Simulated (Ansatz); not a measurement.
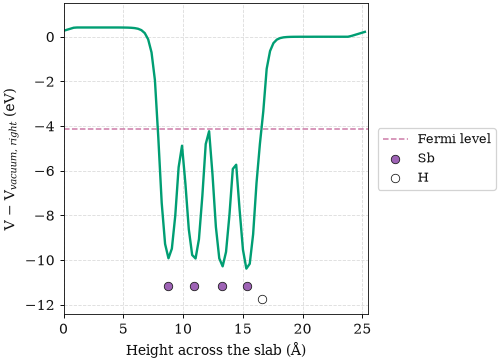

Plane-averaged electrostatic potential energy of an electron across the slab; circles at the bottom mark the heights of the atoms (positions after relaxation).

The Ansatz input:

```
crystal:
  lattice:
    - [3.0617437794, 0.0, 0.0]
    - [0.0, 4.3299595773, 0.0]
    - [0.0, 0.0, 25.494939366]
  atoms:
    - { symbol: Sb, position: [0.0, 0.5, 0.3333994986] }
    - { symbol: Sb, position: [0.0, 0.0, 0.4183175192] }
    - { symbol: Sb, position: [0.0, 0.5, 0.5127236439] }
    - { symbol: Sb, position: [0.0, 0.0, 0.5876401211] }
    - { symbol: H, position: [0.5, 0.0, 0.6166654892] }
basis:
  ecutwfc: 420
kpoints:
  mp_grid: { grid: [9, 7, 1] }
hamiltonian:
  xc: pbesol
scf:
  occupations: { method: gaussian, width: 0.1 }
output:
  forces: true
  eigenvalues: true
relax:
  adjacent_minimum: "off"
  f_tol: 0.03
  max_steps: 70
  constraints: [{ sites: [0, 1] }]
efield:
  axis: 3
  dipole_correction: true
```

Read off the work function of each face.

Answer. The work function is 4.15 eV at the right face and 4.56 eV at the left.

How thick are slab and vacuum?

Answer. The outermost atoms are 7.8 Å apart, which leaves 17.7 Å of vacuum in a cell 25.5 Å high.
